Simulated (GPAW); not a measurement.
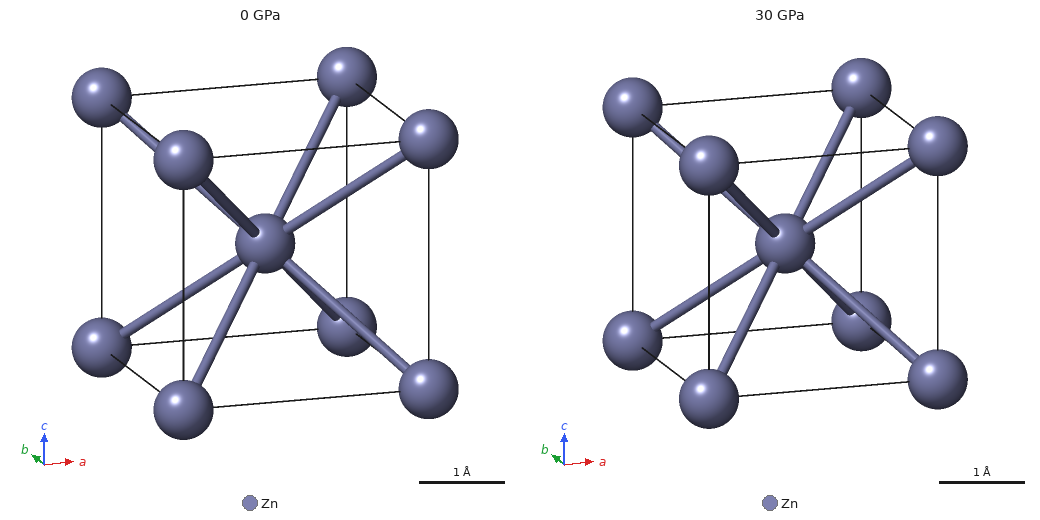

Zn, body-centred cubic (W type), space group Im-3m (No. 229), relaxed (cell and atoms) under a series of hydrostatic pressures; the conventional cell is drawn at the lowest and the highest, to one scale (sticks follow a distance rule). The start was a structure listed in the Materials Project. This isn't the form of Zn at room conditions, which is hcp.

Alike in all runs: GPAW 26.7.0; functional PBEsol; potentials PAW data sets generated in the run's folder for this functional; cutoff 600 eV; k mesh 12 × 12 × 12 on the run's cell of 1 atom; occupations fermi-dirac, width 0.05 eV; no spin polarisation; no spin-orbit coupling.

| pressure (GPa) | volume (Å³/atom) | a (Å) |
| --- | --- | --- |
| -0.1 | 14.240 | 3.054 |
| 2.0 | ? | ? |
| 5.0 | 13.520 | 3.001 |
| 10.0 | 12.976 | 2.961 |
| 19.9 | 12.155 | 2.897 |
| 29.9 | 11.567 | 2.849 |

Fit a third-order Birch-Murnaghan equation to the rows given and use it to fill in the volume that is left out.

Answer. The fit gives V0 = 14.23 Å³/atom, B0 = 85 GPa and B0′ = 5.0, which puts the volume at 2.0 GPa at 13.92 Å³/atom. The run gave volume 13.911 Å³/atom; a 3.030 Å.

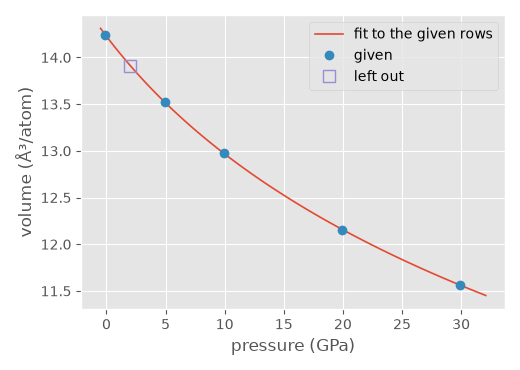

Volume against pressure, with the fit. The structure was kept in its own symmetry, so a change to another phase within this range wouldn't be seen.

Caveat: later steps reuse the first step's grids.
